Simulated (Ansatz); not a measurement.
**Single-point calculation of Bi₂Te₃ (part 2 of 2)**

Continued. System: Bi₂Te₃ (5 atoms in the cell). Method: DFT, PBE with spin-orbit coupling, plane waves, PAW (Ansatz 0.2.0); cutoff 420 eV, 8×8×8 k-mesh, Fermi–Dirac smearing of 0.02 eV. The structure was built on a prototype by a generator. The geometry comes from this level: r2scan-rvv10.

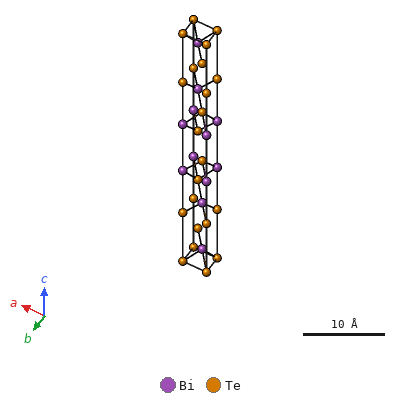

*The structure as given in the input (ball-and-stick view of the cell 3 times as large as that of the calculation, set on its symmetry axes, seen at an oblique angle).*

**Output, continued**
```
  k-point 64: bands = ["-28.7080", "-28.7080", "-28.7068", "-28.7068", "-28.7065", "-28.7065", "-28.7060", "-28.7060", "-28.4853", "-28.4853", "-28.4555", "-28.4555", "-27.2440", "-27.2440", "-27.2438", "-27.2438", "-27.2423", "-27.2423", "-27.2417", "-27.2417", "-27.2408", "-27.2408", "-27.2401", "-27.2401", "-27.0228", "-27.0228", "-27.0110", "-27.0110", "-26.9841", "-26.9841", "-15.8037", "-15.8037", "-15.8033", "-15.8033", "-15.7970", "-15.7970", "-15.7966", "-15.7966", "-12.8253", "-12.8253", "-12.8237", "-12.8237", "-12.8139", "-12.8139", "-12.8136", "-12.8136", "-12.8102", "-12.8102", "-12.8086", "-12.8086", "-4.2421", "-4.2421", "-3.9178", "-3.9178", "-2.1009", "-2.1009", "-0.6211", "-0.6211", "1.0647", "1.0647", "5.6644", "5.6644", "6.5535", "6.5535", "6.8383", "6.8383", "7.1321", "7.1321", "7.4774", "7.4774", "7.7554", "7.7554", "7.8037", "7.8037", "8.0584", "8.0584", "8.5109", "8.5109", "8.7683", "8.7683", "9.3787", "9.3787", "10.0739", "10.0739", "10.5026", "10.5026", "11.1094", "11.1094"]
```

**File rho_z.tsv**
```
# z_ang	rho[e/angstrom^3]	m_x[e/angstrom^3]	m_y[e/angstrom^3]	m_z[e/angstrom^3]	m_norm[e/angstrom^3]
# format = ansatz-planar-average/11
# lattice	2.195725592	1.267702762	10.453544181
# lattice	-2.195725592	1.267702762	10.453544181
# lattice	0.000000000	-2.535405523	10.453544181
# sites	5
# site	83	0.000000000	0.000000000	12.492859172
# site	83	0.000000000	0.000000000	18.867773372
# site	52	0.000000000	0.000000000	6.698419443
# site	52	0.000000000	0.000000000	24.662213101
# site	52	0.000000000	0.000000000	0.000000000
0.000000	4.587312e-1	0.000000e0	0.000000e0	0.000000e0	0.000000e0
0.358554	4.500266e-1	0.000000e0	0.000000e0	0.000000e0	0.000000e0
0.717108	4.323624e-1	0.000000e0	0.000000e0	0.000000e0	0.000000e0
1.075662	4.224942e-1	0.000000e0	0.000000e0	0.000000e0	0.000000e0
1.434216	4.300843e-1	0.000000e0	0.000000e0	0.000000e0	0.000000e0
1.792770	4.524349e-1	0.000000e0	0.000000e0	0.000000e0	0.000000e0
2.151324	4.787328e-1	0.000000e0	0.000000e0	0.000000e0	0.000000e0
2.509878	4.944602e-1	0.000000e0	0.000000e0	0.000000e0	0.000000e0
2.868432	4.898418e-1	0.000000e0	0.000000e0	0.000000e0	0.000000e0
3.226986	4.684978e-1	0.000000e0	0.000000e0	0.000000e0	0.000000e0
3.585540	4.425316e-1	0.000000e0	0.000000e0	0.000000e0	0.000000e0
3.944094	4.232790e-1	0.000000e0	0.000000e0	0.000000e0	0.000000e0
4.302648	4.174601e-1	0.000000e0	0.000000e0	0.000000e0	0.000000e0
4.661202	4.228891e-1	0.000000e0	0.000000e0	0.000000e0	0.000000e0
5.019756	4.303987e-1	0.000000e0	0.000000e0	0.000000e0	0.000000e0
5.378310	4.333908e-1	0.000000e0	0.000000e0	0.000000e0	0.000000e0
5.736864	4.303987e-1	0.000000e0	0.000000e0	0.000000e0	0.000000e0
6.095418	4.228891e-1	0.000000e0	0.000000e0	0.000000e0	0.000000e0
6.453972	4.174601e-1	0.000000e0	0.000000e0	0.000000e0	0.000000e0
6.812526	4.232790e-1	0.000000e0	0.000000e0	0.000000e0	0.000000e0
7.171080	4.425316e-1	0.000000e0	0.000000e0	0.000000e0	0.000000e0
7.529634	4.684978e-1	0.000000e0	0.000000e0	0.000000e0	0.000000e0
7.888188	4.898418e-1	0.000000e0	0.000000e0	0.000000e0	0.000000e0
8.246742	4.944602e-1	0.000000e0	0.000000e0	0.000000e0	0.000000e0
8.605296	4.787328e-1	0.000000e0	0.000000e0	0.000000e0	0.000000e0
8.963850	4.524349e-1	0.000000e0	0.000000e0	0.000000e0	0.000000e0
9.322404	4.300843e-1	0.000000e0	0.000000e0	0.000000e0	0.000000e0
9.680958	4.224942e-1	0.000000e0	0.000000e0	0.000000e0	0.000000e0
10.039512	4.323624e-1	0.000000e0	0.000000e0	0.000000e0	0.000000e0
10.398066	4.500266e-1	0.000000e0	0.000000e0	0.000000e0	0.000000e0
```

**File v_z.tsv**
```
# z_ang	v_es[eV]	v_tot[eV]	b_x[eV]	b_y[eV]	b_z[eV]
# format = ansatz-planar-average/11
# xc	pbe
# density_cutoff_ev	1680
# datasets	Bi=:simpson_from_first_knot:soft	Te=:simpson_from_first_knot:soft
# lattice	2.195725592	1.267702762	10.453544181
# lattice	-2.195725592	1.267702762	10.453544181
# lattice	0.000000000	-2.535405523	10.453544181
# sites	5
# site	83	0.000000000	0.000000000	12.492859172
# site	83	0.000000000	0.000000000	18.867773372
# site	52	0.000000000	0.000000000	6.698419443
# site	52	0.000000000	0.000000000	24.662213101
# site	52	0.000000000	0.000000000	0.000000000
0.000000	8.622094e0	-3.994498e-1	0.000000e0	0.000000e0	0.000000e0
0.358554	8.608070e0	-4.196580e-1	0.000000e0	0.000000e0	0.000000e0
0.717108	8.549760e0	-4.924846e-1	0.000000e0	0.000000e0	0.000000e0
1.075662	8.449016e0	-6.068515e-1	0.000000e0	0.000000e0	0.000000e0
1.434216	8.361654e0	-6.995872e-1	0.000000e0	0.000000e0	0.000000e0
1.792770	8.273541e0	-7.922554e-1	0.000000e0	0.000000e0	0.000000e0
2.151324	8.060781e0	-1.026870e0	0.000000e0	0.000000e0	0.000000e0
2.509878	7.604281e0	-1.518904e0	0.000000e0	0.000000e0	0.000000e0
2.868432	6.879405e0	-2.271174e0	0.000000e0	0.000000e0	0.000000e0
3.226986	5.964425e0	-3.200413e0	0.000000e0	0.000000e0	0.000000e0
3.585540	5.041561e0	-4.131204e0	0.000000e0	0.000000e0	0.000000e0
3.944094	4.288505e0	-4.895139e0	0.000000e0	0.000000e0	0.000000e0
4.302648	3.752682e0	-5.456684e0	0.000000e0	0.000000e0	0.000000e0
4.661202	3.416146e0	-5.826912e0	0.000000e0	0.000000e0	0.000000e0
5.019756	3.262611e0	-6.003005e0	0.000000e0	0.000000e0	0.000000e0
5.378310	3.231764e0	-6.040471e0	0.000000e0	0.000000e0	0.000000e0
5.736864	3.262611e0	-6.003005e0	0.000000e0	0.000000e0	0.000000e0
6.095418	3.416146e0	-5.826912e0	0.000000e0	0.000000e0	0.000000e0
6.453972	3.752682e0	-5.456684e0	0.000000e0	0.000000e0	0.000000e0
6.812526	4.288505e0	-4.895139e0	0.000000e0	0.000000e0	0.000000e0
7.171080	5.041561e0	-4.131204e0	0.000000e0	0.000000e0	0.000000e0
7.529634	5.964425e0	-3.200413e0	0.000000e0	0.000000e0	0.000000e0
7.888188	6.879405e0	-2.271174e0	0.000000e0	0.000000e0	0.000000e0
8.246742	7.604281e0	-1.518904e0	0.000000e0	0.000000e0	0.000000e0
8.605296	8.060781e0	-1.026870e0	0.000000e0	0.000000e0	0.000000e0
8.963850	8.273541e0	-7.922554e-1	0.000000e0	0.000000e0	0.000000e0
9.322404	8.361654e0	-6.995872e-1	0.000000e0	0.000000e0	0.000000e0
9.680958	8.449016e0	-6.068515e-1	0.000000e0	0.000000e0	0.000000e0
10.039512	8.549760e0	-4.924846e-1	0.000000e0	0.000000e0	0.000000e0
10.398066	8.608070e0	-4.196580e-1	0.000000e0	0.000000e0	0.000000e0
```

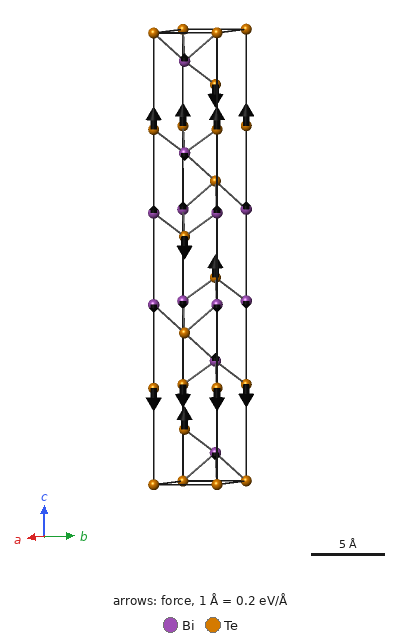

*Forces on the atoms as black arrows (ball-and-stick view of the cell 3 times as large as that of the calculation, set on its symmetry axes, seen at an oblique angle).*

The largest act on Te3, Te4 (0.32 eV/Å); Bi1, Bi2 (0.11 eV/Å). Atoms are counted from 1 in the order of the input and aren't labelled in the picture. The geometry is not a stationary point of this energy.

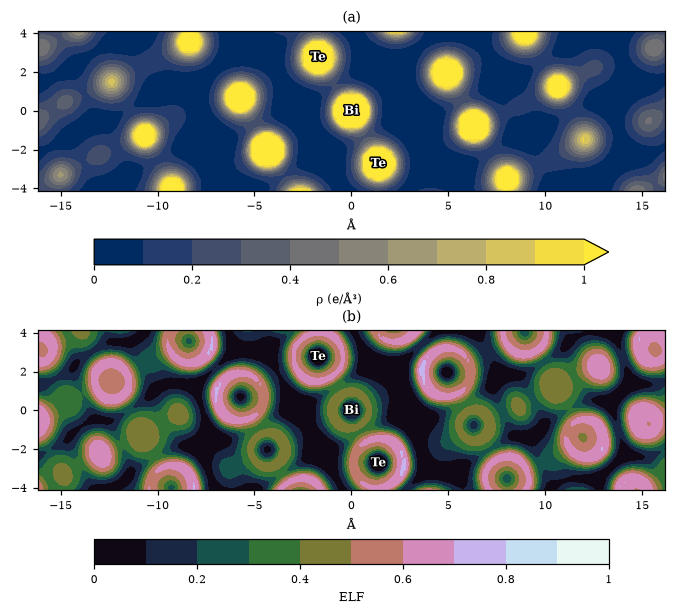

*(a) valence electron density; (b) ELF on the (111) plane of the conventional cell.*

Atoms in the plane: Bi and Te. Bi–Te (3.06 Å): ρ is about 0.29 e/Å³ halfway; the ELF peaks at about 0.65 in the valence shell of Te, 1.3 Å from its nucleus, and drops to about 0.35 between the two atoms. Bi–Te (3.25 Å): ρ is about 0.2 e/Å³ halfway; the ELF peaks at about 0.65 in the valence shell of Te, 1.3 Å from its nucleus, and drops to about 0.30 between the two atoms. Away from the nuclei the density in this plane falls to 0.01 e/Å³ at its lowest. The strong features right at Bi lie inside the PAW spheres (semicore, d or f shells) and say nothing about bonding. In a PAW calculation such maps are meaningful between the atoms, not at the nuclei.

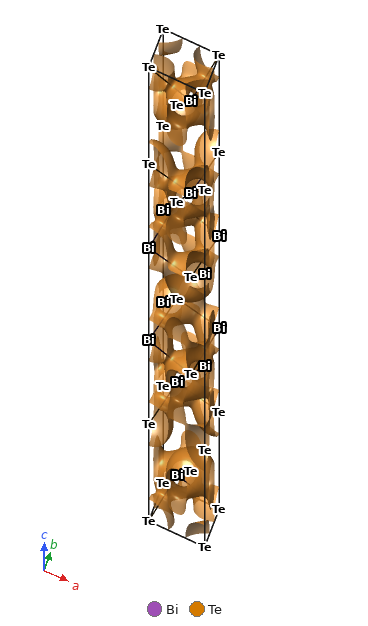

*Isosurface of the valence electron density at 0.15 e/Å³ (orange), seen at an oblique angle. Sticks mark near contacts. The outline is the cell set on symmetry axes.*

At this value the density is joined into sheets; it holds about 90 % of the electrons treated as valence (semicore included). On the grid the lowest density along these lines, outside the cores, is 0.29 e/Å³ (Bi–Te, 3.06 Å) and 0.2 e/Å³ (Bi–Te, 3.25 Å).

The run was set up as follows.

**The input**
```yaml
crystal:
  lattice:
    - [2.1957255919, 1.2677027616, 10.4535441813]
    - [-2.1957255919, 1.2677027616, 10.4535441813]
    - [0.0, -2.5354055231, 10.4535441813]
  atoms:
    - { symbol: Bi, position: [0.3983611987, 0.3983611987, 0.3983611987] }
    - { symbol: Bi, position: [0.6016388013, 0.6016388013, 0.6016388013] }
    - { symbol: Te, position: [0.2135932505, 0.2135932505, 0.2135932505] }
    - { symbol: Te, position: [0.7864067495, 0.7864067495, 0.7864067495] }
    - { symbol: Te, position: [0.0, 0.0, 0.0] }
kpoints:
  mp_grid: { grid: [8, 8, 8] }
  band_path:
    path:
      - [0.0, 0.0, 0.0]
      - [0.5, 0.5, 0.5]
      - [0.8235290355, 0.1764709645, 0.5]
      - [0.5, -0.1764709645, 0.1764709645]
      - [0.5, 0.0, 0.0]
      - [0.3382354822, -0.3382354822, 0.0]
      - [0.6617645178, 0.0, 0.3382354822]
      - [0.5, 0.0, 0.5]
    npoints: 1
hamiltonian:
  xc: pbe
scf:
  occupations: { method: fermi_dirac, width: 0.02 }
  n_extra_bands: 10
magnetization:
  noncollinear: true
  spin_orbit: true
output:
  forces: true
  stress: true
  eigenvalues: true
  write_density: true
  write_potential: true
  elf: true
  volumetric_format: npy
```

Run as:
```bash
ansatz run input.yaml --threads 4 --pin off --max-ram 7372MiB --backend cpu --events-out ev --progress --plain --runs-dir out
```

**Results in brief**

```tsv
quantity	value
outcome	converged
space group (tolerance 0.01 Å)	R-3m (166)
electrons treated	78
free energy	−45825.7003 eV
Fermi energy	8.699 eV
band gap	0.10 eV
net moment of the cell	0.00 μB
integrated absolute moment	0.00 μB
pressure	2.02 GPa
largest force (length of the vector)	0.325 eV/Å
hardware	4 threads of Arm Neoverse V2, 24 GiB of memory available, shared host
wall time	73 s (CPU time 4.8 min)
peak memory	2 GiB
```
